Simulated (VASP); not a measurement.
# BeS: optical spectrum, part 3 of 3

Aim: the dielectric function of BeS for independent particles, and its static limit with local fields. The cell is of the zinc-blende type, one of the forms listed for this formula. The start is a cell from a database of measured crystal structures.

VASP 6.6.1, plane waves and PAW; the level of theory is named at each step.

So far, mean electronic dielectric tensor with local fields: step 4 (static response with local fields) 5.28.

The database entry behind the starting cell differs from later determinations by our own check (0.1 to 0.3 % short, probably kX units), so it need not match the best structure at ambient conditions.

## 5. Spectrum at LDA

This step: LDA; plane waves and PAW (S, Be) (VASP 6.6.1).

The spectrum is made again with LDA.

INCAR

```
SYSTEM = BeS
PREC = Accurate
ENCUT = 400
EDIFF = 1E-07
NELM = 100
ISMEAR = 0
SIGMA = 0.05
LREAL = .FALSE.
ALGO = Normal
GGA = CA
NBANDS = 20
LWAVE = .FALSE.
LCHARG = .FALSE.
KPAR = 4
LOPTICS = .TRUE.
NEDOS = 2000
CSHIFT = 0.15
```

POSCAR

```
BeS
1.0
    0.0000000000      2.4250000000      2.4250000000
    2.4250000000      0.0000000000      2.4250000000
    2.4250000000      2.4250000000      0.0000000000
S Be
1 1
Direct
    0.7500000000      0.7500000000      0.7500000000
    0.0000000000      0.0000000000      0.0000000000
```

KPOINTS

```
Automatic mesh
0
Gamma
12 12 12
0 0 0
```

The projector-augmented-wave data sets are S and Be (PBE family, release 64).

On the command line:

```sh
$ mpirun -np 4 vasp_std
```

What it wrote:

```text
[banner, memory and clock lines left out]
running    4 mpi-ranks, on    1 nodes
 distrk:  each k-point on    1 cores,    4 groups
 distr:  one band on    1 cores,    1 groups

 POSCAR found type information on POSCAR S Be
 POSCAR found :  2 types and       2 ions
|                                                                             |
|               ----> ADVICE to this user running VASP <----                  |
|                                                                             |
|     You enforced a specific xc type in the INCAR file but a different       |
|     [... a line on the potential file left out ...]
|     I HOPE YOU KNOW WHAT YOU ARE DOING!                                     |
|                                                                             |

 LDA part: xc-table for (Slater(with rela. corr.)+CA(PZ))
 , standard interpolation
 POSCAR, INCAR and KPOINTS ok, starting setup
 FFT: planning ... GRIDC
 FFT: planning ... GRID_SOFT
 FFT: planning ... GRID
 WAVECAR not read
 entering main loop
       N       E                     dE             d eps       ncg     rms          rms(c)
DAV:   1     0.159526489963E+02    0.15953E+02   -0.30635E+03  2888   0.283E+02
DAV:   2    -0.105521930163E+02   -0.26505E+02   -0.25426E+02  3816   0.765E+01
DAV:   3    -0.113773849232E+02   -0.82519E+00   -0.82174E+00  3596   0.118E+01
DAV:   4    -0.113803301902E+02   -0.29453E-02   -0.29450E-02  3476   0.811E-01
DAV:   5    -0.113803425755E+02   -0.12385E-04   -0.12385E-04  3612   0.529E-02    0.448E+00
DAV:   6    -0.112145017474E+02    0.16584E+00   -0.87099E-02  3276   0.912E-01    0.299E+00
DAV:   7    -0.111538439393E+02    0.60658E-01   -0.88642E-02  3540   0.965E-01    0.801E-01
DAV:   8    -0.111535172558E+02    0.32668E-03   -0.51922E-03  3516   0.249E-01    0.208E-01
DAV:   9    -0.111534997121E+02    0.17544E-04   -0.29306E-04  3264   0.715E-02    0.986E-02
DAV:  10    -0.111534934174E+02    0.62947E-05   -0.10844E-05  3556   0.964E-03    0.346E-02
DAV:  11    -0.111534947150E+02   -0.12976E-05   -0.10741E-06  3248   0.368E-03    0.546E-03
DAV:  12    -0.111534947014E+02    0.13629E-07   -0.45929E-08  2624   0.901E-04
   1 F= -.11153495E+02 E0= -.11153495E+02  d E =-.104924E-10
 optical routines
 imaginary and real dielectric function
 recalculating local potential from charge density
 direction            1
 direction            2
 direction            3
```

Elapsed: 3 s, on 4 MPI ranks of Intel Xeon 6975P-C (Granite Rapids), shared host; peak memory 0.56 GiB; 9.8 s of CPU time.

From OUTCAR (step 5):

```text
   NELECT =       8.0000    total number of electrons

 E-fermi :   4.2175

 k-point     1 :       0.0000    0.0000    0.0000
  band No.  band energies     occupation
      1      -9.6451      2.00000
      2       4.0216      2.00000
      3       4.0216      2.00000
      4       4.0216      2.00000
      5       9.5848      0.00000
      6       9.5848      0.00000
      7       9.5848      0.00000
      8       9.6993      0.00000
      9      16.9053      0.00000
    ...

  Total       -0.4856853     -0.4856853     -0.4856853     -0.0000000      0.0000000     -0.0000000
  in kB      -27.2835127    -27.2835127    -27.2835127     -0.0000000      0.0000000     -0.0000000
  external PRESSURE =     -27.2835127 kB  Pullay stress =       0.0000000 kB

 POSITION                                       TOTAL-FORCE (eV/Angst)
 -----------------------------------------------------------------------------------
      3.63750      3.63750      3.63750         0.000000      0.000000     -0.000000
      0.00000      0.00000      0.00000        -0.000000     -0.000000      0.000000
 -----------------------------------------------------------------------------------
    total drift:                               -0.000000     -0.000000     -0.000000

  FREE ENERGIE OF THE ION-ELECTRON SYSTEM (eV)
  ---------------------------------------------------
  free  energy   TOTEN  =       -11.1534947014 eV

  energy  without entropy=      -11.1534947013  energy(sigma->0) =      -11.15349470

 plasma frequency squared (from intraband transitions) (eV^2)
  --------------------------------------------------------------------------------------
       0.000       0.000       0.000
      -0.000       0.000      -0.000
      -0.000      -0.000       0.000

[... 8 parts as in an earlier step ...]

[... 8 further parts left out ...]
```

The PAW data sets were made with PBE, though LDA sets exist; this is a small mismatch.

This step gave:

```yaml
free_energy_toten: -11.15 eV
fermi_energy: 4.218 eV
pressure: -2.728 GPa
gap_on_the_k_mesh: 2.909 eV
least_direct_gap_on_the_k_mesh: 5.563 eV
```

The imaginary dielectric function, xx has structure finer than the step of the table below, so its rows give means over 2 eV, whole bins alone (the curve runs from 0 to 25.0 eV). Peaks (eV: height): 6.8: 19.8.

Absorption under the direct gap is the tail of the CSHIFT broadening, and fine structure depends on the mesh. Table of imaginary dielectric function, xx by photon energy; means over each step:

```tsv
photon energy (eV)	imaginary dielectric function, xx
2	0.0694
4	0.323
6	10.0
8	10.8
10	3.92
12	2.07
14	1.13
16	0.658
18	0.437
20	0.329
22	0.172
```

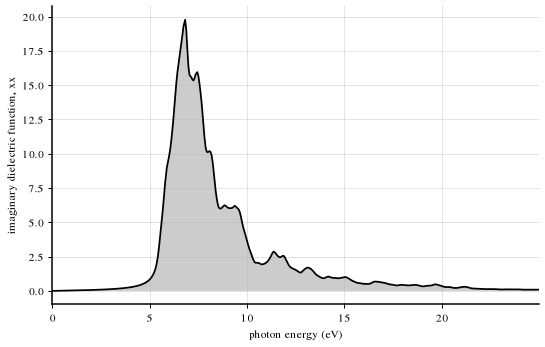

Imaginary dielectric function, xx, plotted against photon energy.

Table of real dielectric function, xx by photon energy:

```tsv
photon energy (eV)	real dielectric function, xx
0.0	5.91
2.5	6.57
5.0	11.2
7.5	-2.00
10.0	-4.48
12.5	-1.82
15.0	-0.894
17.5	-0.428
20.0	-0.179
22.5	0.140
```

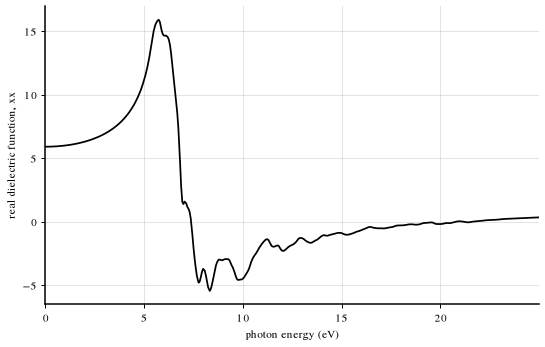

Real dielectric function, xx, plotted against photon energy.

## 6. Summary of results

| Property | Result |
| --- | --- |
| PBE, independent particles | eps xx at zero frequency 5.75, centre of weight of eps2 xx, over the range kept, at 8.75 eV, mesh 12×12×12 |
| LDA, independent particles | eps xx at zero frequency 5.91, centre of weight of eps2 xx, over the range kept, at 8.63 eV, mesh 12×12×12 |
| PBE, with local fields | eps 5.28, 5.28, 5.28 |

Local fields, and the bands above those summed, take the mean static value from 5.75 to 5.28. Excitons and quasiparticle shifts are absent, so the onset tends to lie too low and its shape can differ.

[Lines on the potential files, build, host, timing and source positions are cut from VASP's logs without a mark.]

[Logs are printed without paths, hosts, clocks, repeated set-up lines and the standing remarks that a program may print on its own settings, such as how far it seeks lower states.]

[Hosts, paths, dates, database ids (printed as entryN), source tags and the programs' standing remarks are cut or masked in the printed files.]
